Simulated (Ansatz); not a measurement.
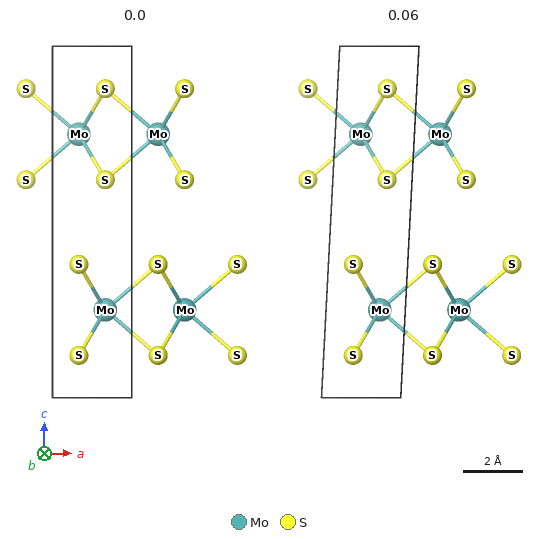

Solid MoS2 (set up in P6_3/mmc), under shear of c along a (cell held, atoms relaxed), with energies (extrapolated to zero smearing) counted from the relaxed crystal, which is the row at zero. The picture shows the first and the last member. Style: ball-and-stick. Shown: the cell of the calculation, repeated 2 × 1 × 1 with one cell outlined, along the b axis.

Computed with Ansatz 0.2.0: DFT PBE+D3(BJ), scalar-relativistic, plane waves, PAW. Set-up: plane-wave cutoff 420 eV; k-point mesh 12 × 12 × 4; occupations gaussian; smearing width 0.02 eV; no spin polarisation; atoms relaxed in a fixed cell; force threshold 0.008 eV/Å.

| strain | energy (meV/atom) | a (Å) | c (Å) |
| --- | --- | --- | --- |
| 0.0 | 0.00 | 3.149 | 12.092 |
| 0.01 | 0.11 | 3.149 | 12.093 |
| 0.02 | 0.44 | 3.149 | 12.095 |
| 0.03 | 0.97 | 3.149 | 12.098 |
| 0.04 | ? | ? | ? |
| 0.06 | 3.51 | 3.149 | 12.114 |

> One row is withheld. What does the calculation give there?

A parabola through three neighbouring rows (0.02, 0.03, 0.06) gives, with Lagrange weights, (−0.5000)(0.44) + (1.3333)(0.97) + (0.1667)(3.51) = 1.66 meV/atom. The calculation gives 1.68 meV/atom (a = 3.149 Å, c = 12.102 Å). The estimate is 0.02 meV/atom too low.

The whole series:

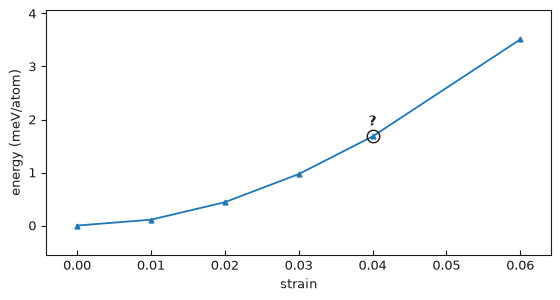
